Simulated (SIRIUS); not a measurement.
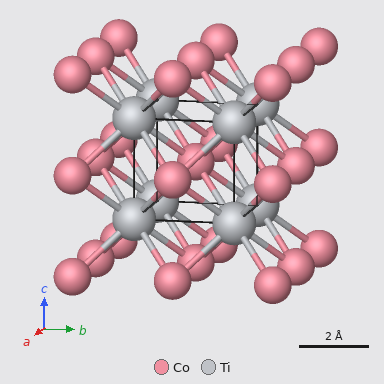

TiCo, caesium chloride (CsCl, B2) type, space group Pm-3m (No. 221), a = 2.986 Å, b = 2.986 Å, c = 2.986 Å, α = 90.00°, β = 90.00°, γ = 90.00°. This ball-and-stick model is shown slightly off an axis. Thin lines show the conventional unit cell, with boundary atoms drawn in all their periodic places. The first bonded neighbours in the surrounding cells are also shown. This one geometry was run with nine functionals. The cell is a structure listed in the Materials Project. It needn't be the stable form of this composition.

Alike in all runs: SIRIUS 7.12.0; potentials PseudoDojo 0.4.1 PBE standard (scalar relativistic); cutoff 1307 eV; k mesh 5 × 5 × 5 on the run's cell of 2 atoms; occupations fermi-dirac, width 0.05 eV; collinear spin, ferromagnetic start; no spin-orbit coupling. All runs are metallic.

| level | pressure (GPa) | moment (μB/atom) |
| --- | --- | --- |
| AM05 | -7.6 | 0.45 |
| revPBE | 3.7 | 0.45 |
| BLYP | ? | ? |
| XLYP | 6.6 | 0.45 |
| BP86 | -0.5 | 0.45 |
| HTBS | -5.2 | 0.45 |
| PBEsol | -7.0 | 0.45 |
| PBE | 0.3 | 0.45 |
| LDA | -13.9 | 0.44 |

What does BLYP give?

Answer. Pressure 5.3 GPa; moment 0.45 μB/atom. That is between revPBE and XLYP in pressure.

Order the levels by the equilibrium volume that these pressures point to, smallest first.

Answer. LDA (-13.9 GPa), AM05 (-7.6 GPa), PBEsol (-7.0 GPa), HTBS (-5.2 GPa), BP86 (-0.5 GPa), PBE (0.3 GPa), revPBE (3.7 GPa), BLYP (5.3 GPa), XLYP (6.6 GPa). A higher pressure at one volume points to a larger equilibrium volume, as long as the bulk moduli are alike; rows a few tenths of a GPa apart can't be told apart.

Caveat: the k mesh is coarse (spacing up to 0.42 Å⁻¹), so the values aren't converged; rows whose functional differs from that of their potentials carry a shift in pressure and volume, which can reorder them.
